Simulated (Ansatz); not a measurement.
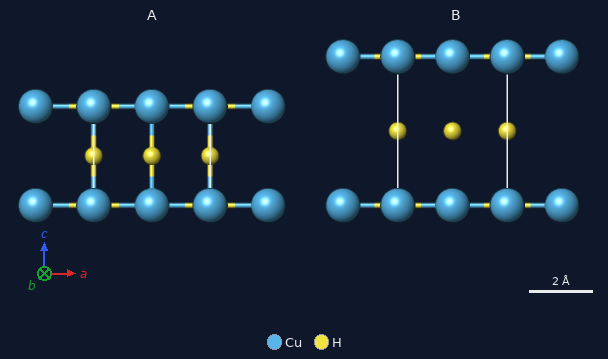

Two geometries of crystalline Cu2H3 (a generated structure, set up in P4/mmm) (coarse preliminary run), drawn at one scale. One is the start of a relaxation, the other its converged end. The picture is a ball-and-stick view of the cell of the calculation, seen along the b axis.

The calculation used Ansatz 0.2.0, DFT PBE, scalar-relativistic, plane waves, PAW. (plane-wave cutoff 420 eV; k-point mesh 6 × 6 × 4; occupations gaussian; smearing width 0.1 eV; no spin polarisation; cell and atoms relaxed; force threshold 0.04 eV/Å; at most 70 steps)

**Which of the two is the end point?**

Structure A is the relaxed one. After 9 accepted moves (10 points after the start) the energy has fallen by 550 meV per atom. All forces vanish by symmetry, so only the cell relaxes. The pressure goes from −8.42 to 0.00 GPa. The SCF was repeated once at an unchanged geometry on a basis and grid sized afresh for the cell, which shifted the energy by 0.1 meV per atom at most. The atoms keep their places relative to the cell (all moves are under 0.005 Å). The volume changes by −24.9 %, with a = b 3.493 → 3.710 Å (+6.2 %), c 4.743 → 3.158 Å (−33.4 %). Among the contacts that change: Cu–H 2.371 → 1.579 Å, Cu–Cu 2.470 → 2.623 Å, Cu–H 1.746 → 1.855 Å. New bonds form: Cu–H (2.37 → 1.58 Å). The space group stays P4/mmm (No. 123).
